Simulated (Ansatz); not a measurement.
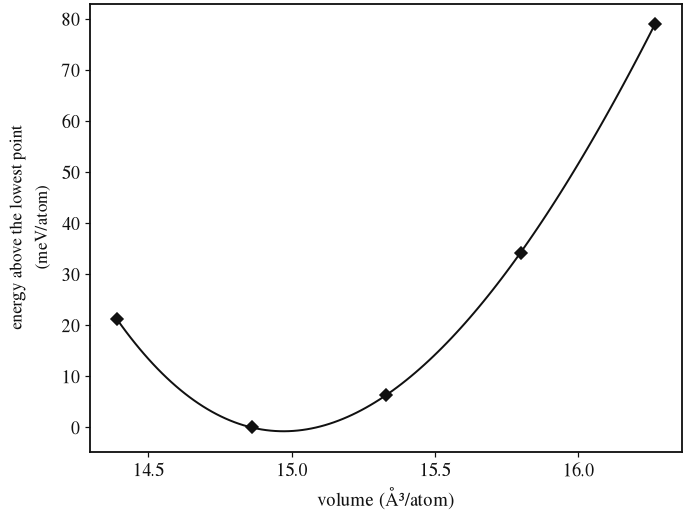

Plotted: energy above the lowest point against volume for Pt, space group Fm-3m (No. 225) (one of a set of cubic test structures, which need not be the stable phase).

How it was computed, with Ansatz 0.2.0 development build: equation of state of a cubic crystal from periodic Kohn-Sham density functional theory without spin, third-order Birch-Murnaghan fit to the free energies; pressure corrected for the finite basis. Level: HSE06.

structure type fcc; atoms in cell 1; space group number 225; lattice centring face-centred primitive; k mesh 6×6×6; occupation method Fermi–Dirac; occupation width 0.1 eV; wave cutoff 700 eV; datasets hard PAW; density tolerance 0 eV; bands 20; density cutoff ratio 4; search for lower states default; exchange singularity regularized.

From this curve and the settings, what does the calculation give for the pressure at the same points?

The pressure falls from 12.6 GPa at volume 14.39 Å³/atom to −17.8 GPa at 16.27 Å³/atom, and changes sign near 14.98 Å³/atom.

```csv
volume (Å³/atom),pressure (GPa)
14.39,12.6
14.86,2.2
15.33,-6.2
15.80,-12.6
16.27,-17.8
```

Note: coarse k-mesh, values are not converged in k; pseudopotentials made with PBE, not this functional.
